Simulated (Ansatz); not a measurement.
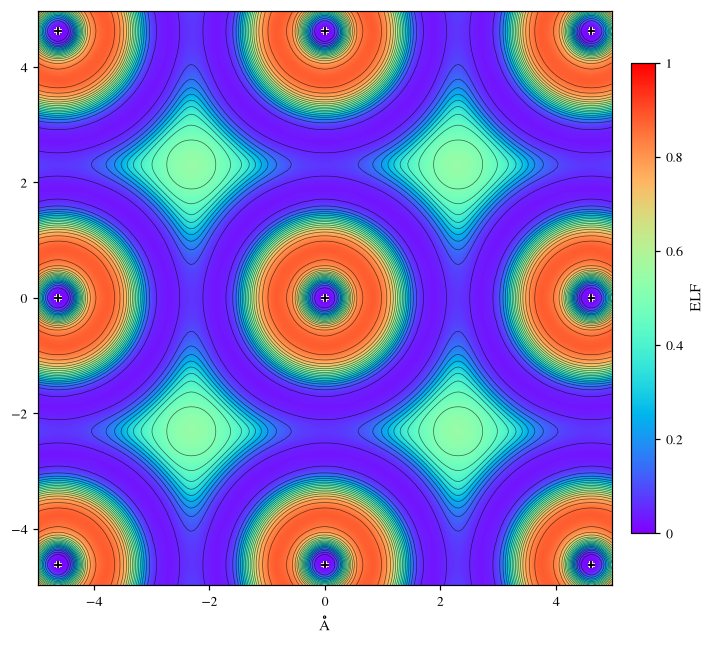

The ELF on a plane through atoms (crosses mark nuclei in the plane).

All numbers below come from Ansatz 0.2.0, DFT, r2SCAN, plane waves (500 eV) with PAW, scalar-relativistic.

Candidates:
A. Rb, a = 4.62 Å, b = 4.62 Å, c = 4.62 Å, α = 90.00°, β = 90.00°, γ = 90.00°. Space group Pm-3m; set up as Rb, simple cubic; a generated structure, not necessarily the stable one; computed without spin polarisation.
B. Bi, a = 5.47 Å, b = 5.47 Å, c = 3.21 Å, α = 90.00°, β = 90.00°, γ = 120.00°. Space group P6/mmm; set up as Bi, omega (AlB2-type); a generated structure, not necessarily the stable one; changed on purpose from its base cell (volume × 0.88); computed pressure about 9 GPa in this cell; computed without spin polarisation.
C. Pt, a = 2.70 Å, b = 2.70 Å, c = 2.70 Å, α = 90.00°, β = 90.00°, γ = 90.00°. Space group Pm-3m; set up as Pt, simple cubic; a generated structure, not necessarily the stable one; changed on purpose from its base cell (volume × 1.12); computed pressure about −17 GPa in this cell.

Which candidate gave the map?

Answer. Candidate A: Rb on the (010) plane of the conventional cell, which holds Rb. Rb–Rb (4.62 Å): the ELF is about 0.05 at the midpoint (no shared electron pair shows on this line).
